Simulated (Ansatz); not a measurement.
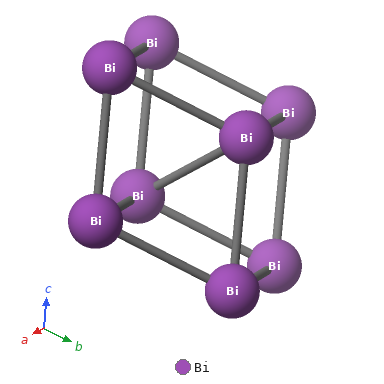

System: Bi, space group Im-3m (No. 229). The picture shows the cell.

Structure:
```yaml
crystal:
  lattice:
    - [-1.98143, 1.98143, 1.98143]
    - [1.98143, -1.98143, 1.98143]
    - [1.98143, 1.98143, -1.98143]
  atoms:
    - { symbol: Bi, position: [0.00000, 0.00000, 0.00000] }
```

How it was computed, with Ansatz 0.2.0: homogeneous strain of a crystal along one Voigt pattern with engineering shear, fractional coordinates fixed, by plane-wave density functional theory with PAW datasets, free energies less that of the undisturbed cell; scalar-relativistic. Level: PBE with D3(BJ), no spin polarisation.

```tsv
setting	value
wave cutoff	420 eV
k mesh	18×18×18
occupations	Gaussian
smearing width	0.15 eV
k shift	(0, 0, 0) (mesh steps)
start	as given
strain pattern	(1, -1, 0, 0, 0, 0) (xx yy zz yz xz xy with engineering shear)
```

The points at strain −0.03, −0.01, 0.02 and 0.04 follow from computed ones by symmetry.

Predict the energy change and tensile stress summed over the strain pattern against strain. The strain takes the values −0.040, −0.030, −0.020, −0.010, 0.000, 0.005, 0.010, 0.015, 0.020, 0.025, 0.030, 0.035, 0.040.

The energy change is 1.42 meV/atom at strain −0.040 and 1.42 meV/atom at 0.040; the lowest computed point is at strain 0.000 (0.00 meV/atom). The tensile stress summed over the strain pattern rises from −0.634 GPa at strain −0.040 to 0.634 GPa at 0.040, and changes sign near 0.000. The slope of tensile stress is 9.3 GPa. The second derivative of tensile stress is −20 GPa.

| strain | energy change (meV/atom) | tensile stress summed over the strain pattern (GPa) |
| --- | --- | --- |
| −0.040 | 1.42 | −0.634 |
| −0.030 | 0.69 | −0.381 |
| −0.020 | 0.28 | −0.213 |
| −0.010 | 0.08 | −0.108 |
| 0.000 | 0.00 | 0.000 |
| 0.005 | 0.02 | 0.060 |
| 0.010 | 0.08 | 0.108 |
| 0.015 | 0.16 | 0.152 |
| 0.020 | 0.28 | 0.213 |
| 0.025 | 0.45 | 0.293 |
| 0.030 | 0.69 | 0.381 |
| 0.035 | 1.00 | 0.487 |
| 0.040 | 1.42 | 0.634 |

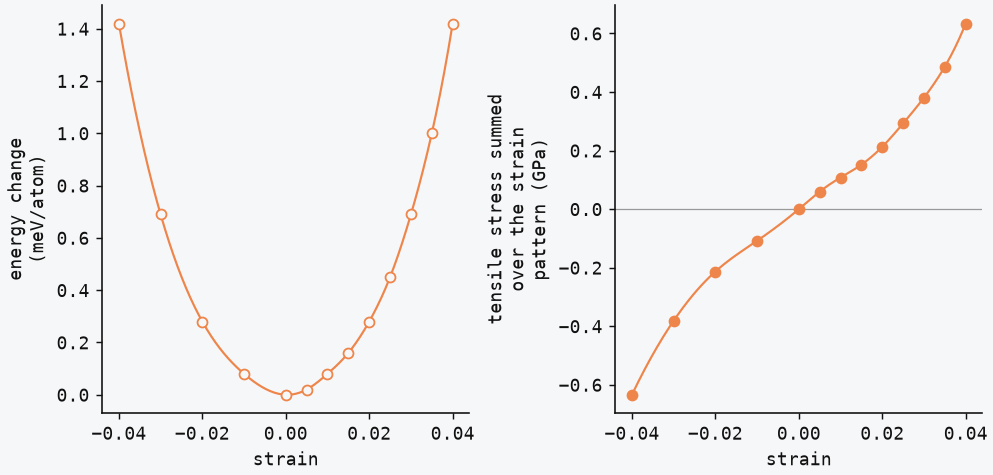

Keep in mind: reference crystal is not relaxed.
